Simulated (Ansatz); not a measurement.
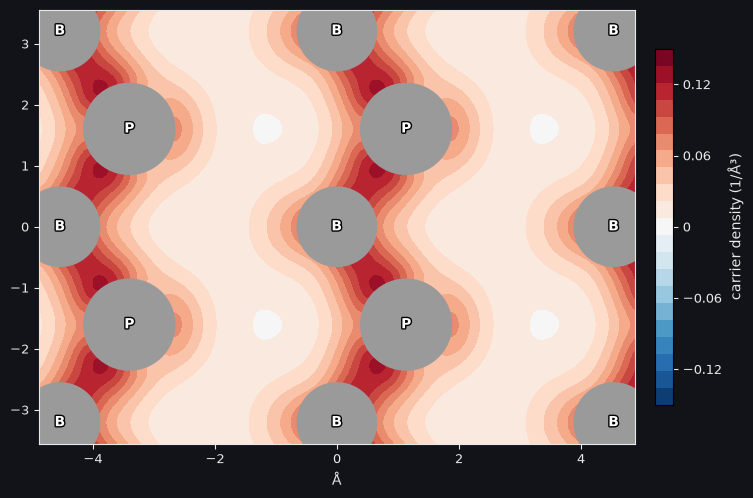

Figure 1: BP. Where the hole sits when 0.5 electron is taken from the 2-atom cell of the calculation (uniform compensating background, atoms fixed); the change of density for each carrier, counted positive where the carrier is: a map on the (011) plane of the conventional cell, with grey discs over the atomic cores. Cores are masked to 0.7 Å (B) and 0.8 Å (P).

Space group F-43m.

Method: Ansatz 0.2.0, DFT r2SCAN, scalar-relativistic, plane waves, PAW.

Core electrons are frozen (PAW), so the fields are smoothed inside the atomic spheres.

```
CELL_PARAMETERS angstrom
4.53800 0.00000 0.00000
0.00000 0.00000 -4.53800
0.00000 4.53800 0.00000
ATOMIC_POSITIONS crystal
B 0.50000 0.50000 0.00000
B 0.00000 0.50000 0.50000
B 0.00000 0.00000 0.00000
B 0.50000 0.00000 0.50000
P 0.25000 0.75000 0.25000
P 0.75000 0.75000 0.75000
P 0.75000 0.25000 0.25000
P 0.25000 0.25000 0.75000
```

Question: Where does the doped charge go?

Answer: Summed over atomic cells sized by the Bader volumes, the hole divides as P about 70 % and B about 30 %; these cells fill 30 % (B) and 70 % (P) of the volume, so no element is strongly preferred.
Over the whole cell, outside the cores, it is densest in the shortest B–P contact, between the masked cores.
The counter-flow of charge adds up to under 0.1 e for each carrier.
These are shares of the net change, screening included; the states that take the carrier can be more concentrated.
This is very heavy doping, far beyond the dilute limit.

Run times: 39 s (hole) and 41 s (base cell), on 1 thread of Arm Neoverse N1, with other jobs on the host.
